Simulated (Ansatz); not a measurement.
## WS₂: a changed input and its effect

System: WS₂ (3 atoms in the cell).
Method of run A: DFT PBE+D3(BJ), scalar-relativistic, plane waves, PAW, no spin polarisation (Ansatz 0.2.0).

The structure derives from a Materials Project entry. Text and figures count atoms from 1; the logs count them from 0 in places.

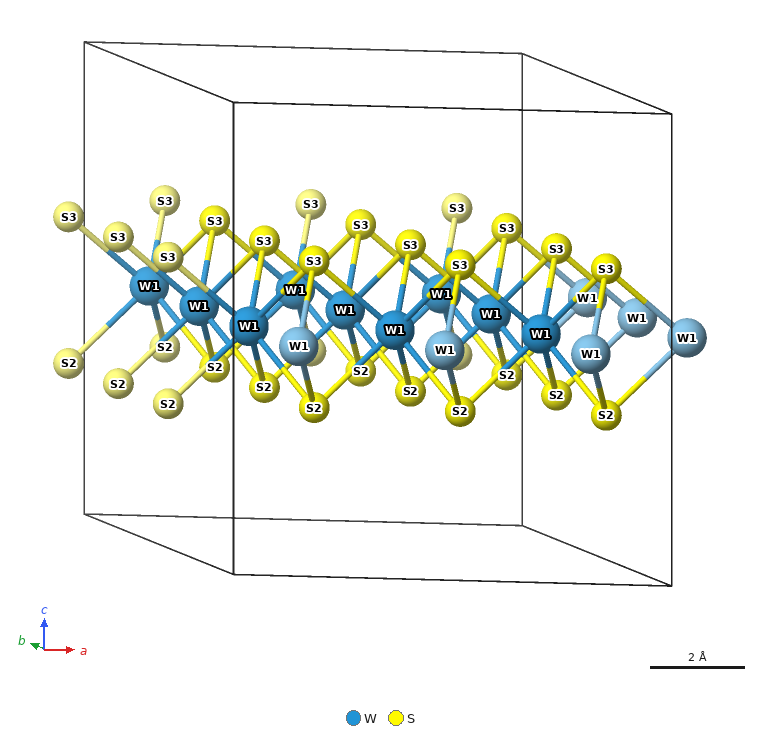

Fig. 1: The structure (ball-and-stick view of the 3 × 3 repeat of the cell, with the vacuum cut short, seen slightly off an axis; neighbours outside the cell are drawn fainter; atoms are numbered from 1 in the order of the input).

**Input file, run A**
```yaml
crystal:
  lattice:
    - [3.1597166908, 0.0, 0.0]
    - [-1.5798583454, 2.736394923, 0.0]
    - [0.0, 0.0, 16.9394672486]
  atoms:
    - { symbol: W, position: [0.3333333333, 0.6666666667, 0.0] }
    - { symbol: S, position: [0.6666666667, 0.3333333333, 0.9069626209] }
    - { symbol: S, position: [0.6666666667, 0.3333333333, 0.0930373791] }
basis:
  ecutwfc: 420
kpoints:
  mp_grid: { grid: [12, 12, 2] }
  band_path:
    path:
      - [[0.0, 0.0, 0.0], [0.5, 0.0, 0.0], [0.33333333, 0.33333333, 0.0], [0.0, 0.0, 0.0], [0.0, 0.0, 0.5], [0.5, 0.0, 0.5], [0.33333333, 0.33333333, 0.5], [0.0, 0.0, 0.5]]
      - [[0.5, 0.0, 0.5], [0.5, 0.0, 0.0]]
      - [[0.33333333, 0.33333333, 0.5], [0.33333333, 0.33333333, 0.0]]
    npoints: 14
hamiltonian:
  xc: pbe
  dispersion: d3bj
scf:
  occupations: { method: gaussian, width: 0.02 }
  n_extra_bands: 7
output:
  forces: true
  stress: true
  eigenvalues: true
  populations: true
  dos: { projected: true, de: 0.02, nscf_kmesh: { grid: [18, 18, 3] } }
  bader: true
  write_density: true
  write_potential: true
  elf: true
  volumetric_format: npy
```

Launched with:
```bash
ansatz run input.yaml --threads 1 --pin off --max-ram 2560MiB --backend cpu --events-out ev --progress --plain --runs-dir out
```

Hardware: 1 thread of Arm Neoverse V2, 24 GiB of memory available, shared host.

**Output, shortened to warnings, some set-up lines, iterations and results (run A)**
```
WARN: The output density's exchange-correlation potential varies sharply where the density is thin. Do not read a vacuum level from v_tot or v_xc, or from such a field of the output density. On a cell that repeats whose density bears no net charge and no dipole along the vacuum's axis use v_es (v_loc + v_h of the components); under efield.dipole_correction with no amplitude use v_es + v_field, …
Basis set: ecut = 420 eV, 2841 PW (Γ), exchange–correlation on 48×48×240 points (8 copies of the dense FFT grid, shifted against one another)
Symmetry: 12 space group operations
k-points: 38 of 288 (time reversal used)
Initial density: superposition of atomic densities (neutral atoms: chi_scale 0, normalization atom), corrected by the library's trained network
[...]
SCF iter   1: F=—  HF=-12192.356484 eV  |F-HF|=—  |Δ(HF+E_count)|=         —  Δρ=3.53e-3  dr2=2.18e-2  ethr=1.77e-3  ⟨swp⟩=9.0  Hψ=5242  notcnv=0  defer=4
SCF iter   2: F=—  HF=-12192.368116 eV  |F-HF|=—  |Δ(HF+E_count)|=   1.16e-2  Δρ=3.65e-3  dr2=6.30e-2  ethr=8.39e-5  ⟨swp⟩=4.3  Hψ=1927  notcnv=0  defer=98
SCF iter   3: F=—  HF=-12192.359583 eV  |F-HF|=—  |Δ(HF+E_count)|=   8.53e-3  Δρ=1.33e-3  dr2=2.19e-3  ethr=8.39e-5  ⟨swp⟩=3.0  Hψ=1209  notcnv=0  defer=98
SCF iter   4: F=—  HF=-12192.361354 eV  |F-HF|=—  |Δ(HF+E_count)|=   1.77e-3  Δρ=2.77e-4  dr2=5.84e-5  ethr=8.43e-6  ⟨swp⟩=2.1  Hψ=1103  notcnv=0  defer=98
SCF iter   5: F=—  HF=-12192.361402 eV  |F-HF|=—  |Δ(HF+E_count)|=   4.79e-5  Δρ=7.07e-5  dr2=2.10e-6  ethr=2.25e-7  ⟨swp⟩=2.9  Hψ=1407  notcnv=0  defer=98
SCF iter   6: F=—  HF=-12192.361409 eV  |F-HF|=—  |Δ(HF+E_count)|=   6.99e-6  Δρ=9.95e-6  dr2=1.10e-7  ethr=8.06e-9  ⟨swp⟩=2.2  Hψ=1145  notcnv=0  defer=98
SCF iter   7: F=-12192.361409 eV  HF=-12192.361409 eV  |F-HF|=1.74e-8  |Δ(HF+E_count)|=   1.39e-7  Δρ=1.73e-6  dr2=3.03e-9  ethr=3.85e-10  ⟨swp⟩=19.3  Hψ=6876  notcnv=0
SCF iter   8: F=-12192.361409 eV  HF=-12192.361409 eV  |F-HF|=1.45e-9  |Δ(HF+E_count)|=   1.69e-8  Δρ=4.38e-7  dr2=4.86e-10  ethr=1.17e-11  ⟨swp⟩=9.8  Hψ=5099  notcnv=0
SCF 1 converged in 8 iterations: F = -12192.361409 eV  dr2 = 4.86e-10
NSCF: frozen V_eff on 129 k-points
NSCF: frozen V_eff on 74 k-points
WARN: The output density's exchange-correlation potential varies sharply where the density is thin. Do not read a vacuum level from v_tot or v_xc, or from such a field of the output density. On a cell that repeats whose density bears no net charge and no dipole along the vacuum's axis use v_es …
SCF converged after 8 iterations
an eigenvalue changed by more than its tolerance at an iteration that met the thresholds in force, so the SCF went on 1 time: the last check found none over its tolerance
Free energy (F): -12192.361409 eV
Harris-Foulkes:  -12192.361409 eV  (|F-HF|=1.45e-9)
Internal energy: -12192.361409 eV  (E = F + TS)
E sigma→0 (E₀):  -12192.361409 eV
Fermi energy:    1.370917 eV
--- Per-component energies (eV) ---
  E_band       = -463.531235
  E_kinetic    = 666.288424
[...]
```

The input of run B differs as follows (lines with − go, lines with + come):
```diff
-    npoints: 14
+    npoints: 10
-  n_extra_bands: 7
-  dos: { projected: true, de: 0.02, nscf_kmesh: { grid: [18, 18, 3] } }
-  bader: true
+  dos: { projected: true, de: 0.02 }
+  bader: false
+magnetization:
+  noncollinear: true
+  spin_orbit: true
```

Predict how the results change.

Spin–orbit coupling is switched on. The total energies belong to different models, so their difference says nothing on which is more stable or more accurate. The gap on the mesh goes from 1.92 to 1.64 eV. The number of SCF iterations is the same. On the same kind of shared host run B took about 1.8 times as long.

**Output, shortened to warnings, some set-up lines, iterations and results (run B)**
```
WARN: The output density's exchange-correlation potential varies sharply where the density is thin. Do not read a vacuum level from v_tot or v_xc, or from such a field of the output density. On a cell that repeats whose density bears no net charge and no dipole along the vacuum's axis use v_es (v_loc + v_h of the components); under efield.dipole_correction with no amplitude use v_es + v_field, …
Basis set: ecut = 420 eV, 2841 PW (Γ), exchange–correlation on 48×48×240 points (8 copies of the dense FFT grid, shifted against one another)
Symmetry: 12 space group operations + 12 with time reversal
k-points: 38 of 288 (time reversal used)
Initial density: superposition of atomic densities (neutral atoms: chi_scale 0, normalization atom)
[...]
SCF iter   1: F=—  HF=-12217.366288 eV  |F-HF|=—  |Δ(HF+E_count)|=         —  Δρ=2.83e-2  dr2=1.32e0  dr2_m=0.00e0 (ungated)  ethr=3.10e-3  |M|=0.00e0 ∫|m|=0.00e0 μB  …
SCF iter   2: F=—  HF=-12217.017885 eV  |F-HF|=—  |Δ(HF+E_count)|=   3.48e-1  Δρ=1.51e-2  dr2=2.75e-1  dr2_m=0.00e0 (ungated)  ethr=3.10e-3  |M|=0.00e0 ∫|m|=0.00e0 μB  …
SCF iter   3: F=—  HF=-12216.995289 eV  |F-HF|=—  |Δ(HF+E_count)|=   2.26e-2  Δρ=8.69e-3  dr2=2.02e-1  dr2_m=0.00e0 (ungated)  ethr=1.06e-3  |M|=0.00e0 ∫|m|=0.00e0 μB  …
SCF iter   4: F=—  HF=-12216.969564 eV  |F-HF|=—  |Δ(HF+E_count)|=   2.57e-2  Δρ=5.19e-3  dr2=2.79e-2  dr2_m=0.00e0 (ungated)  ethr=7.76e-4  |M|=0.00e0 ∫|m|=0.00e0 μB  …
SCF iter   5: F=—  HF=-12216.967328 eV  |F-HF|=—  |Δ(HF+E_count)|=   2.24e-3  Δρ=1.08e-3  dr2=8.41e-4  dr2_m=0.00e0 (ungated)  ethr=1.07e-4  |M|=0.00e0 ∫|m|=0.00e0 μB  …
SCF iter   6: F=—  HF=-12216.967417 eV  |F-HF|=—  |Δ(HF+E_count)|=   8.89e-5  Δρ=1.94e-4  dr2=3.20e-5  dr2_m=0.00e0 (ungated)  ethr=3.24e-6  |M|=0.00e0 ∫|m|=0.00e0 μB  …
SCF iter   7: F=—  HF=-12216.967368 eV  |F-HF|=—  |Δ(HF+E_count)|=   4.86e-5  Δρ=3.84e-5  dr2=7.70e-7  dr2_m=0.00e0 (ungated)  ethr=1.23e-7  |M|=0.00e0 ∫|m|=0.00e0 μB  …
SCF iter   8: F=-12216.967369 eV  HF=-12216.967369 eV  |F-HF|=8.11e-9  |Δ(HF+E_count)|=   4.37e-7  Δρ=5.09e-6  dr2=2.24e-8  dr2_m=0.00e0 (ungated)  ethr=3.85e-10  |M|=0.00e0 …
SCF 1 converged in 8 iterations: F = -12216.967369 eV  dr2 = 2.24e-8
NSCF: frozen V_eff on 93 k-points
WARN: The output density's exchange-correlation potential varies sharply where the density is thin. Do not read a vacuum level from v_tot or v_xc, or from such a field of the output density. On a cell that repeats whose density bears no net charge and no dipole along the vacuum's axis use v_es …
SCF converged after 8 iterations
Magnetization: |M| = 0.0000 μB,  M = (+0.0000, +0.0000, +0.0000) μB
Absolute magnetization: 0.0000 μB (∫|m|)
  site 0: m = (+0.0000, +0.0000, +0.0000) μB, |m| = 0.0000 μB  (R = 0.99 Å)
  site 1: m = (+0.0000, +0.0000, +0.0000) μB, |m| = 0.0000 μB  (R = 0.99 Å)
  site 2: m = (+0.0000, +0.0000, +0.0000) μB, |m| = 0.0000 μB  (R = 0.99 Å)
Free energy (F): -12216.967369 eV
Harris-Foulkes:  -12216.967369 eV  (|F-HF|=8.11e-9)
Internal energy: -12216.967369 eV  (E = F + TS)
E sigma→0 (E₀):  -12216.967369 eV
[...]
```

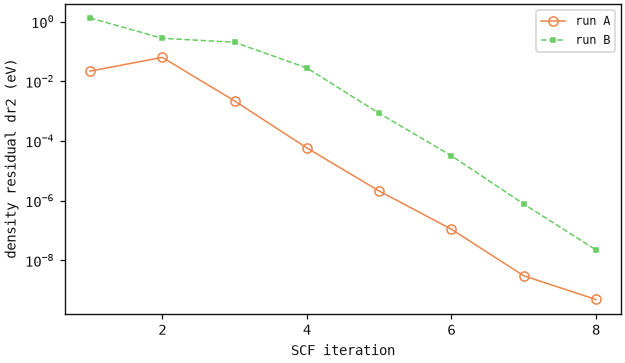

Fig. 2: Convergence of the two runs: density residual dr2 against the SCF iteration. Run A takes 8 iterations in all, and run B takes 8.

**The two runs side by side**

| quantity | run A | run B |
| --- | --- | --- |
| outcome | converged | converged |
| free energy per atom (eV) | −4064.1205 | −4072.3225 |
| gap on the mesh (eV) | 1.92 | 1.64 |
| pressure (GPa) | −0.02 | −0.04 |
| largest force (eV/Å) | 0.001 | 0.004 |
| SCF iterations | 8 | 8 |
| irreducible k-points | 38 | 38 |
| plane waves at Γ | 2841 | 2841 |
| net moment of the cell (μB) | – | 0.00 |
| absolute moment of the cell (μB) | – | 0.00 |
| wall time (shared host) | 53 s | 95 s |

For both runs: Warnings: the exchange-correlation potential is rough where the density is thin. For run A: Spin–orbit coupling is left out, which matters for W.
